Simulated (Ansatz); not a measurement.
# Run report: TiAl, single-point calculation

- system: TiAl (P-6m2, 2 atoms in the cell)
- method: DFT r2SCAN, scalar-relativistic, plane waves, PAW, no spin polarisation (Ansatz 0.2.0)

The structure derives from a Materials Project entry.

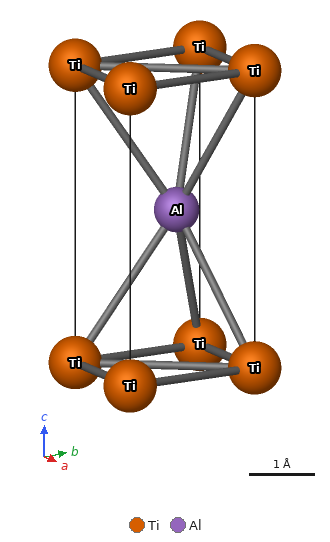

Figure 1. The structure as given in the input (ball-and-stick view of the cell of the calculation, seen slightly off an axis). An atom can appear more than once, as a periodic image. Near neighbours in the periodic cell (some may lie outside the picture): Ti has 6 Al at 2.87 Å and 6 Ti at 2.87 Å; Al has 6 Al at 2.87 Å and 6 Ti at 2.87 Å.

**The input**
```yaml
crystal:
  lattice:
    - [2.8672622327, 0.0, 0.0]
    - [-1.4336311163, 2.4831219328, 0.0]
    - [0.0, 0.0, 4.678083]
  atoms:
    - { symbol: Ti, position: [0.0, 0.0, 0.0] }
    - { symbol: Al, position: [0.3333333333, 0.6666666667, 0.5] }
basis:
  ecutwfc: 500
kpoints:
  mp_grid: { grid: [18, 18, 10] }
hamiltonian:
  xc: r2scan
scf:
  occupations: { method: gaussian, width: 0.15 }
output:
  forces: true
  stress: true
  eigenvalues: true
  write_density: true
  write_potential: true
  elf: true
  volumetric_format: npy
```

Command:
```bash
ansatz run input.yaml --threads 1 --pin off --max-ram 2560MiB --backend cpu --events-out ev --progress --plain --runs-dir out
```

**Log**
```
Engine: ansatz 0.2.0, x86_64-unknown-linux-gnu
Pseudopotentials: kind: paw
Pseudopotential: Ti, paw, valence charge 12, recommended cutoff 500 eV (meta_gga), Ti.paw.azcp
Pseudopotential: Al, paw, valence charge 3, recommended cutoff 500 eV (meta_gga), Al.paw.azcp
Functional definition: r2SCAN
  parameter k0 = 0.174
  parameter k1 = 0.065
  parameter a1 = 4.9479
  exchange = r2scan_x(k0 = k0, k1 = k1, a1 = a1)
  correlation = r2scan_c
Crystal: 2 atoms, lattice volume = 33.307 Å³
Basis set: ecut = 500 eV, 833 PW (Γ), exchange–correlation on 96×96×144 points (64 copies of the dense FFT grid, shifted against one another)
Bands: 12, of which v1, the nominal top of the filled ones, is band 8 counted from 1 (7 counted from 0)
Symmetry: 12 space group operations
Space group: P-6m2 (ITA 187), of the structure as read, at distance tolerance 3.2e-5 Å
k-points: 222 of 3240 (time reversal used)
Non-local potential: Ti, projectors of the file, l = 0: 3, l = 1: 2, l = 2: 3, l = 3: 1
Non-local potential: Al, projectors of the file, l = 0: 2, l = 1: 2, l = 2: 1
PAW form: soft (Blöchl's): semilocal exchange-correlation on the pseudo side does not see the compensation charge
PAW frozen core: Ti, regenerated for the run's functional (the file was generated under x = pbe(κ = 0.804, μ = 0.2195149727645171), c = pbe(β = 0.06672455060314922))
PAW frozen core: Al, regenerated for the run's functional (the file was generated under x = pbe(κ = 0.804, μ = 0.2195149727645171), c = pbe(β = 0.06672455060314922))
PAW one-centre angular grid: Ti, 590 points (default); XC on 160 Gauss nodes
PAW one-centre angular grid: Al, 302 points (default); XC on 160 Gauss nodes
Initial density: superposition of atomic densities (neutral atoms: chi_scale 0, normalization atom), corrected by the library's trained network
Initial wavefunctions: pseudopotential atomic-orbital guess
Functional: x = r2scan, c = r2scan; τ floored in thin density (d = 2e-4 eV/Å³)
SCF iter   1: F=—  HF=-3045.330559 eV  |F-HF|=—  |Δ(HF+E_count)|=         —  Δρ=1.75e-2  dr2=1.46e-1  dr2_τ=1.40e-2  ethr=1.77e-3  ⟨swp⟩=5.0  Hψ=13448  notcnv=0
preconditioner: auto → none  [metal: Δε(μ)=0.008 eV  Ē_g=5.590 eV  σ=0.150 eV  W_gap=0.03  n_scr=2 (ndim 8)  ℏωp=17.0 eV  f_vac=0.000  D(μ)=2.18/eV (n_scr^D=22)  sad-step TF]
SCF iter   2: F=—  HF=-3045.338788 eV  |F-HF|=—  |Δ(HF+E_count)|=   8.23e-3  Δρ=3.72e-3  dr2=3.17e-3  dr2_τ=1.74e-3  ethr=9.70e-4  ⟨swp⟩=3.0  Hψ=6635  notcnv=0  defer=43
SCF iter   3: F=—  HF=-3045.339519 eV  |F-HF|=—  |Δ(HF+E_count)|=   7.31e-4  Δρ=1.88e-3  dr2=6.47e-4  dr2_τ=1.01e-4  ethr=2.11e-5  ⟨swp⟩=2.0  Hψ=3743  notcnv=0  defer=43
SCF iter   4: F=—  HF=-3045.340036 eV  |F-HF|=—  |Δ(HF+E_count)|=   5.17e-4  Δρ=2.41e-4  dr2=1.54e-5  dr2_τ=1.38e-6  ethr=4.31e-6  ⟨swp⟩=2.9  Hψ=4331  notcnv=0  defer=43
SCF iter   5: F=—  HF=-3045.340047 eV  |F-HF|=—  |Δ(HF+E_count)|=   1.07e-5  Δρ=7.96e-5  dr2=7.00e-6  dr2_τ=1.24e-7  ethr=1.03e-7  ⟨swp⟩=2.4  Hψ=3759  notcnv=0  defer=43
SCF iter   6: F=-3045.340046 eV  HF=-3045.340046 eV  |F-HF|=4.33e-9  |Δ(HF+E_count)|=   1.26e-6  Δρ=1.28e-5  dr2=3.20e-8  dr2_τ=5.07e-9  ethr=6.67e-10  ⟨swp⟩=6.8  Hψ=14000  notcnv=0
SCF 1 converged in 6 iterations: F = -3045.340046 eV  dr2 = 3.20e-8
  greatest PAW one-centre occupation: 1.001 electrons in one spin orbital (limit 2), on the Ti atom at site 0 (counted from 0), in its partial waves of l = 1
```

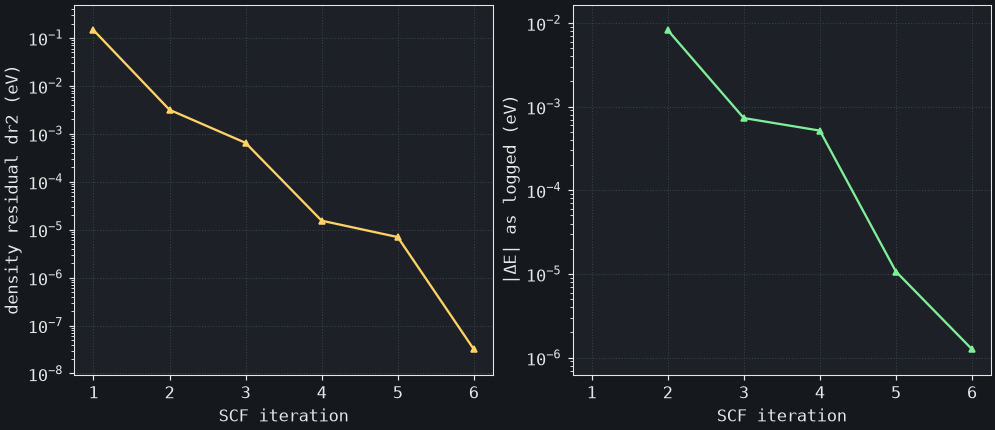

Figure 2. Convergence of the self-consistent field: density residual dr2 and size of the energy change against the SCF iteration. The residual falls at every step.

```
SCF converged after 6 iterations
Free energy (F): -3045.340046 eV
Harris-Foulkes:  -3045.340046 eV  (|F-HF|=4.33e-9)
Internal energy: -3045.314596 eV  (E = F + TS)
E sigma→0 (E₀):  -3045.327321 eV
Entropy (-TS):   -0.025449 eV (-12.725 meV/atom)
Fermi energy:    10.422842 eV
--- Per-component energies (eV) ---
  E_band       = -183.996365
  E_kinetic    = 295.609027
  E_local      = -1152.669535  (includes V_loc(G=0)·N_el)
  E_nonlocal   = 17.115189
  E_hartree    = 496.638163
  E_xc         = -129.765111
  E_vxc        = -164.079612  (∫ρ·V_xc dr)
  E_paw        = -1529.945362  (= ΣΔE_a)
  E_vpaw       = -183.566795  (= ΣTr[D̂ρ^β])
  E_aug_tail   = 0.000093  (compensation charges beyond the density's cutoff)
  E_vtau       = 10.323390  (kinetic-family band-sum trace: ∫τ·v_τ [+ j·A + Jᵃ·Aᵃ] dr)
  E_ewald      = -1041.983494
  E_core_change = -0.313565  (= ΣΔE_core)
  E_smearing   = -0.025449  (= −TS)
  E_closure    = -0.000000  (closes the sum)
  Σ components = -3045.340046   (vs F -3045.340046, Δ=0.00e0)
--- Forces (eV/Å), atoms counted from 1 ---
  atom   1  Ti    -0.00000000     0.00000000     0.00000000
  atom   2  Al     0.00000000     0.00000000    -0.00000000
  max |Σ_I F_I| component: 4.34e-17 eV/Å
--- Stress (GPa, compression-positive) ---
       -0.490576      -0.000000       0.000000
       -0.000000      -0.490576       0.000000
        0.000000       0.000000      -2.294035
  P = ⅓ Tr σ = -1.0917 GPa (-10.917 kbar)
--- Band table (eV; the first three rows and the last of 222) ---
  k-point 0: bands = ["-48.4604", "-23.7221", "-23.2928", "-23.2928", "0.9620", "7.9876", "8.3324", "11.8508", "11.8508", "13.4809", "13.4809", "14.6386"]
  k-point 1: bands = ["-48.4604", "-23.7226", "-23.2929", "-23.2929", "1.0276", "7.3006", "8.8929", "11.8520", "11.8520", "13.4733", "13.4733", "14.8477"]
  k-point 2: bands = ["-48.4604", "-23.7238", "-23.2928", "-23.2928", "1.2154", "6.4347", "9.4118", "11.8553", "11.8553", "13.4537", "13.4537", "15.4348"]
  k-point 221: bands = ["-48.3480", "-23.7132", "-23.7085", "-23.6136", "8.2996", "8.5411", "9.6446", "9.7028", "10.3917", "11.8035", "13.9578", "15.3542"]
```

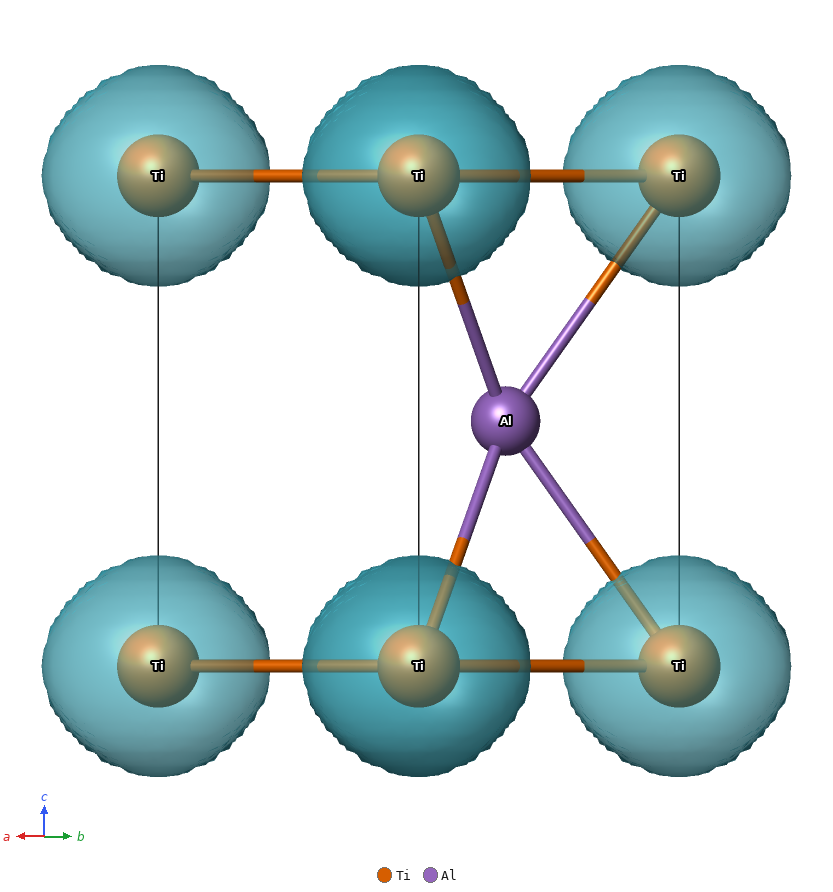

Figure 3. Isosurface of the valence charge density (pseudo) at 0.3 e/Å³ (cyan), seen along [110]. Sticks mark near contacts. The outline is the cell set on symmetry axes. At this value the density breaks into separate islands; it holds about 65 % of the electrons treated as valence (semicore included). It is pinched off along the Ti–Al (2.87 Å), Ti–Ti (2.87 Å) and Al–Al (2.87 Å) contacts. On the grid the lowest density along these lines, outside the cores, is 0.2 e/Å³ (Ti–Al, 2.87 Å), 0.21 e/Å³ (Ti–Ti, 2.87 Å) and 0.2 e/Å³ (Al–Al, 2.87 Å). In a PAW calculation such maps are meaningful between the atoms, not at the nuclei.

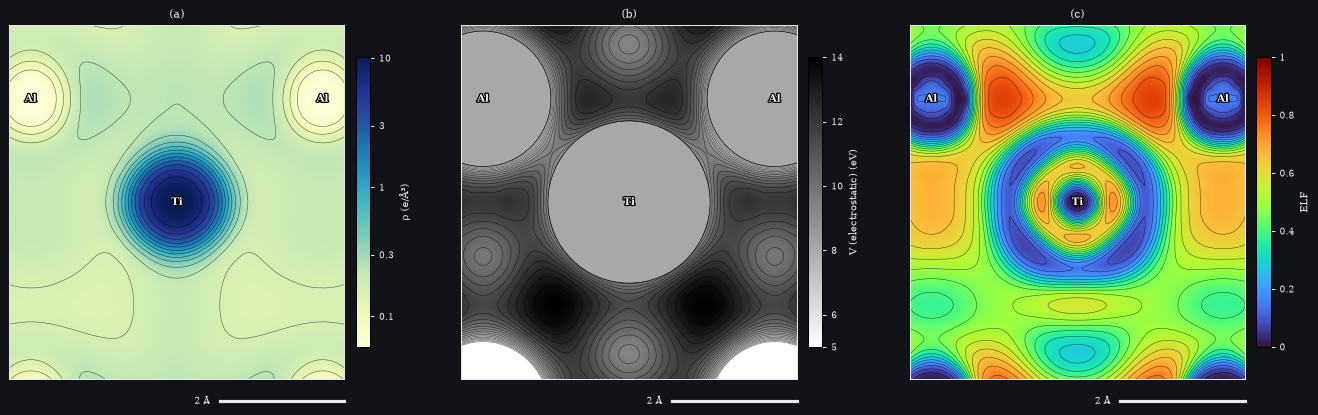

Figure 4. (a) valence electron density; (b) electrostatic potential (local pseudopotential plus Hartree) felt by an electron; (c) ELF on the (110) plane of the conventional cell. Grey discs, where drawn, cover atomic cores. Ti–Al (2.87 Å): the density is about 0.2 e/Å³ at the midpoint; the ELF is about 0.40 at the midpoint (metallic bonding. Away from the nuclei the density in this plane falls to 0.15 e/Å³ at its lowest. The ELF has a maximum of about 0.60 in the space between the atoms. The strong features right at Ti lie inside the PAW spheres (semicore, d or f shells) and say nothing about bonding. Outside the cores the potential energy rises away from the atoms and is highest about 2.0 Å from the nearest atoms; outside the discs it spans about 8 eV, and its zero is arbitrary.

**Key numbers**

| quantity | value |
| --- | --- |
| outcome | converged |
| space group (tolerance 0.01 Å) | P-6m2 (187) |
| electrons treated | 15 |
| free energy | −3045.3400 eV |
| Fermi energy | 10.423 eV |
| gap on the k-point mesh | none (metallic) |
| pressure | −1.09 GPa |
| largest force (length of the vector) | under 0.001 eV/Å |
| hardware | 1 thread of Intel Xeon (Granite Rapids), 192 GiB of memory available, shared host |
| wall time | 10 s |
| peak memory | 0.53 GiB |
